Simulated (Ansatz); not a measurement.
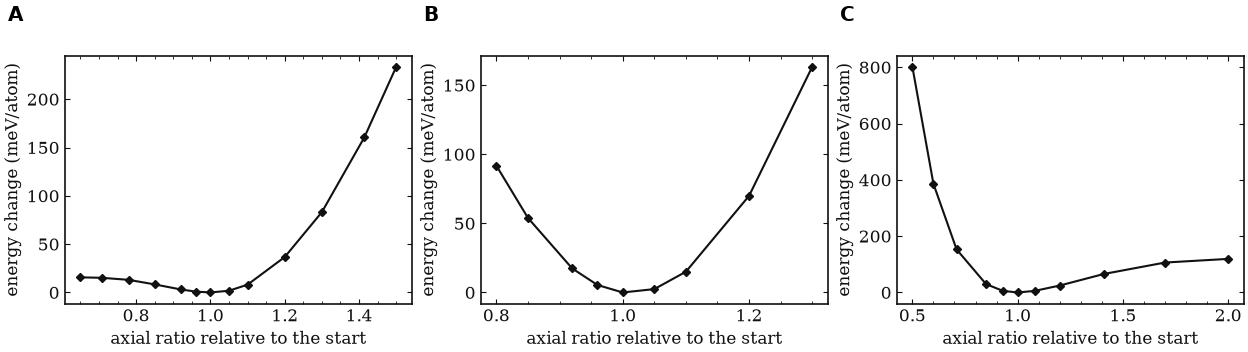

Each panel shows the energy change against relative axial ratio for one of these solids: Ca, Fm-3m (No. 225), 43.6 Å³/atom, path tetragonal; MgI₂, P-3m1 (No. 164), 34.2 Å³/atom, path axial; Na, Im-3m (No. 229), 38.0 Å³/atom, path trigonal.

Calculation (Ansatz 0.2.0): deformation of a crystal at fixed volume, lengths along the axis scaled against those across it, fractional coordinates fixed, by plane-wave density functional theory with PAW datasets, free energies less that of the undisturbed cell, pressure positive in compression; scalar-relativistic. Level: PBEsol, no spin polarisation.

Which panel belongs to which solid?

A is Ca (energy change from 0 meV/atom to 234 meV/atom); B is MgI₂ (energy change from 0 meV/atom to 163 meV/atom); C is Na (energy change from 0 meV/atom to 802 meV/atom).

For Ca, limits of the calculation: reference crystal is not relaxed.

For MgI₂, limits of the calculation: reference crystal is not relaxed; shape and atomic fractions are frozen while scaling, which makes layered, chain and framework solids too stiff.

For Na, limits of the calculation: reference crystal is not relaxed.
